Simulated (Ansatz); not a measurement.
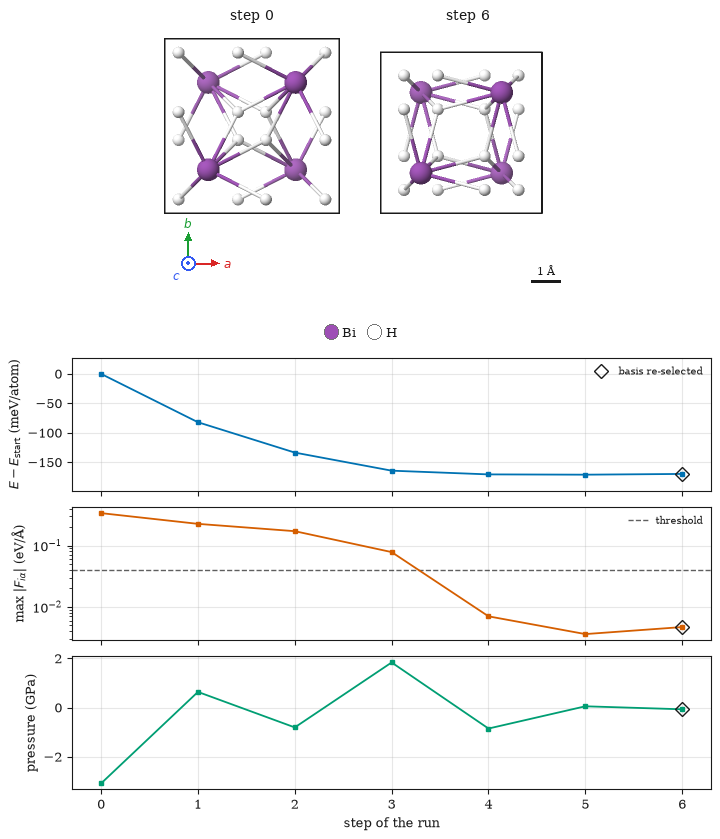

First and last geometry of a relaxation of a crystal of BiH4 (a generated structure, set up in F-43m) (coarse preliminary run), with the history of the run. Style: ball-and-stick. Shown: the conventional cell (4 times the calculation's cell), along the c axis. Lengths and directions refer to the drawn axes.

Theory: DFT PBE, scalar-relativistic, plane waves, PAW in Ansatz.

Input file:
```yaml
crystal:
  lattice:
    - [0.0, 3.05324999, 3.05324999]
    - [3.05324999, 0.0, 3.05324999]
    - [3.05324999, 3.05324999, 0.0]
  atoms:
    - { symbol: Bi, position: [0.25, 0.25, 0.25] }
    - { symbol: H, position: [0.57987738, 0.57987738, 0.57987738] }
    - { symbol: H, position: [0.57987738, 0.57987738, 0.26036786] }
    - { symbol: H, position: [0.57987738, 0.26036786, 0.57987738] }
    - { symbol: H, position: [0.26036786, 0.57987738, 0.57987738] }
basis:
  ecutwfc: 420
kpoints:
  mp_grid: { grid: [6, 6, 6] }
hamiltonian:
  xc: pbe
scf:
  occupations: { method: gaussian, width: 0.1 }
  lower_state_search: "off"
output:
  forces: true
  stress: true
  eigenvalues: true
relax:
  adjacent_minimum: "off"
  f_tol: 0.04
  max_steps: 70
  cell: { stress_tol: 0.4 }
```

Launched with:
```bash
ansatz run input.yaml --threads 1 --pin off --max-ram 2048MiB --backend cpu --events-out ev --progress --plain --runs-dir out
```

Did the run converge, and what did it change?

It converged. The largest moves relative to the cell, 0.64 Å, are those of H2, H3, H4 and H5. H3 goes along [−1 −1 −1]. Bi stays in place. The volume changes by −21.2 %, with a = b = c 6.106 → 5.640 Å (−7.6 %). Some distances before and after: Bi1–H2 2.493 → 2.380 Å. The space group stays F-43m (No. 216). The energy falls by 170 meV per atom in 5 accepted moves (6 points after the start). Largest force component: 0.34 eV/Å at the start, 0.0047 eV/Å at the end. The pressure goes from −3.08 to −0.07 GPa. The SCF was repeated once at an unchanged geometry on a basis and grid sized afresh for the cell, which shifted the energy by 1.3 meV per atom at most. The run took 12 s on 1 thread of Arm Neoverse V1 (shared host), peak memory 0.3 GiB.
